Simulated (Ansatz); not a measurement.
Rb$_{15}$Br$_{17}$ (cell charge +1, with a compensating background) (cell with a defect)

Input

```
crystal:
  lattice:
    - [-7.0128668368, 7.0128668368, -7.0128668368]
    - [-7.0128668368, -7.0128668368, 7.0128668368]
    - [7.0128668368, 7.0128668368, 7.0128668368]
  atoms:
    - { symbol: Br, position: [0.25, 0.25, 0.5], spin: 0.143 }
    - { symbol: Rb, position: [0.0013169121, 0.4986830879, 0.5] }
    - { symbol: Rb, position: [0.0013169121, 0.25, 0.7486830879] }
    - { symbol: Rb, position: [0.75, 0.75, 0.5] }
    - { symbol: Rb, position: [0.7473661759, 0.4986830879, 0.7486830879] }
    - { symbol: Rb, position: [0.75, 0.25, 0.0] }
    - { symbol: Rb, position: [0.4986830879, 0.0013169121, 0.5] }
    - { symbol: Rb, position: [0.4986830879, 0.7473661759, 0.7486830879] }
    - { symbol: Rb, position: [0.4986830879, 0.4986830879, -0.0026338241] }
    - { symbol: Rb, position: [0.4986830879, 0.25, 0.2513169121] }
    - { symbol: Rb, position: [0.25, 0.0013169121, 0.7486830879] }
    - { symbol: Rb, position: [0.25, 0.75, 0.0] }
    - { symbol: Rb, position: [0.25, 0.4986830879, 0.2513169121] }
    - { symbol: Rb, position: [0.0013169121, 0.0013169121, 0.0026338241] }
    - { symbol: Rb, position: [0.0013169121, 0.7526338241, 0.2513169121] }
    - { symbol: Rb, position: [0.7526338241, 0.0013169121, 0.2513169121] }
    - { symbol: Br, position: [-0.0045817695, -0.0045817695, 0.5], spin: 0.143 }
    - { symbol: Br, position: [0.75, 0.25, 0.5] }
    - { symbol: Br, position: [0.75, 0.0, 0.75] }
    - { symbol: Br, position: [0.5045817695, 0.5045817695, 0.5], spin: 0.143 }
    - { symbol: Br, position: [0.5045817695, 0.25, 0.7545817695], spin: 0.143 }
    - { symbol: Br, position: [0.5, 0.0, 0.0] }
    - { symbol: Br, position: [0.25, 0.75, 0.5] }
    - { symbol: Br, position: [0.25, 0.5045817695, 0.7545817695], spin: 0.143 }
    - { symbol: Br, position: [0.25, 0.25, 0.0] }
    - { symbol: Br, position: [0.25, -0.0045817695, 0.2454182305], spin: 0.143 }
    - { symbol: Br, position: [0.0, 0.75, 0.75] }
    - { symbol: Br, position: [0.0, 0.5, 0.0] }
    - { symbol: Br, position: [-0.0045817695, 0.25, 0.2454182305], spin: 0.143 }
    - { symbol: Br, position: [0.75, 0.75, 0.0] }
    - { symbol: Br, position: [0.75, 0.5, 0.25] }
    - { symbol: Br, position: [0.5, 0.75, 0.25] }
  host:
    lattice:
      - [0.0, 3.5064334184, 3.5064334184]
      - [3.5064334184, 0.0, 3.5064334184]
      - [3.5064334184, 3.5064334184, 0.0]
    atoms:
      - { symbol: Rb, position: [0.0, 0.0, 0.0] }
      - { symbol: Br, position: [0.5, 0.5, 0.5] }
total_charge: 1
basis:
  ecutwfc: 420
  xc_grid: 2
kpoints:
  mp_grid: { grid: [2, 2, 2], shift: [0.5, 0.5, 0.5] }
hamiltonian:
  xc: pbe
scf:
  occupations: { method: gaussian, width: 0.01 }
output:
  forces: true
  stress: false
  eigenvalues: true
  populations: true
  charged_corrections:
    defect_position: [0.25, 0.25, 0.5]
    epsilon: [[5.6602, 0.0, 0.0], [0.0, 5.6602, 0.0], [0.0, 0.0, 5.6602]]
  write_density: true
  write_potential: true
  elf: true
  volumetric_format: npy
magnetization:
  spin_polarized: true
relax:
  adjacent_minimum: "off"
  f_tol: 0.025
  max_steps: 45
```

Command:

```sh
ansatz run input.yaml --threads 4 --pin off --max-ram 6144MiB --backend cpu --events-out ev --progress --plain --runs-dir out
```

The fields are those of the relaxed geometry.

Spin-polarised.

Method: DFT PBE, scalar-relativistic, plane waves, PAW in Ansatz 0.2.0.

In a PAW calculation such maps are meaningful between the atoms, not at the nuclei.

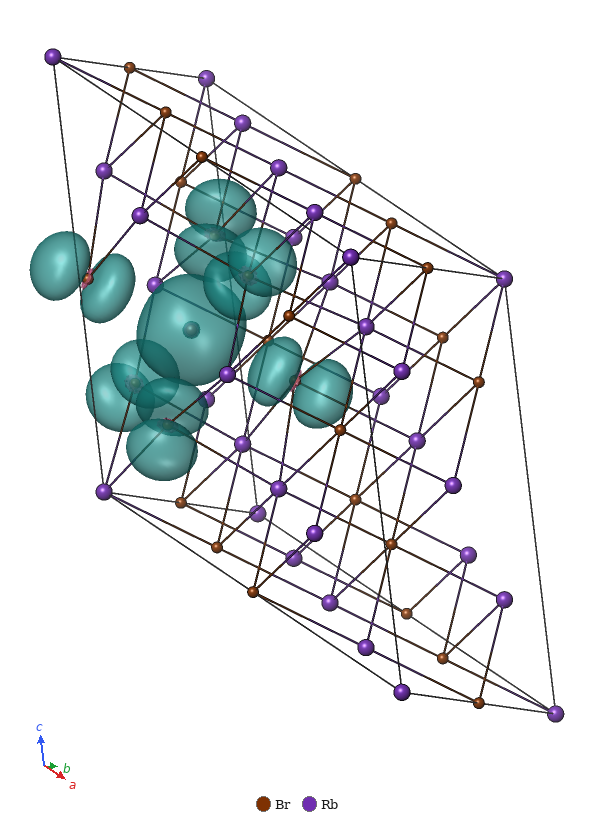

Figure 1. Isosurfaces of the spin density (up minus down) at +0.015 (teal) and −0.015 e/Å³ (pink), seen at an oblique angle. Sticks mark near contacts.

Q: Describe the spin distribution.

A: The spin density sits on Br: +1.1 μB in one cell of 32 atoms: with much of the spin spread outside that site. The cell of the calculation (32 atoms) carries 3.0 μB of net spin moment.

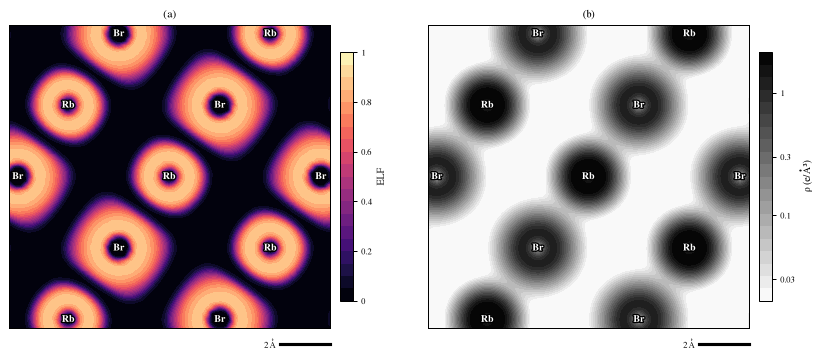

Figure 2. (a) electron localisation function; (b) valence pseudo-density on the (100) plane of the calculation cell.

Q: What does the map show?

A:
- The plane passes through Rb and Br nuclei.
- Rb–Br (3.51 Å): ρ at the midpoint is about 0.07 e/Å³; the ELF is about 0.05 at the midpoint (a closed-shell, largely ionic contact).
- Between the atoms the lowest density in this plane is 0.003 e/Å³.
- The features right at Rb lie inside the PAW spheres, where the map follows smoothed inner orbitals and isn't to be read closely.

Q: Metal or insulator at this level of theory?

A: It is gapped, with a Kohn–Sham gap of 0.63 eV on the k-point mesh, an upper bound to the gap of this method.
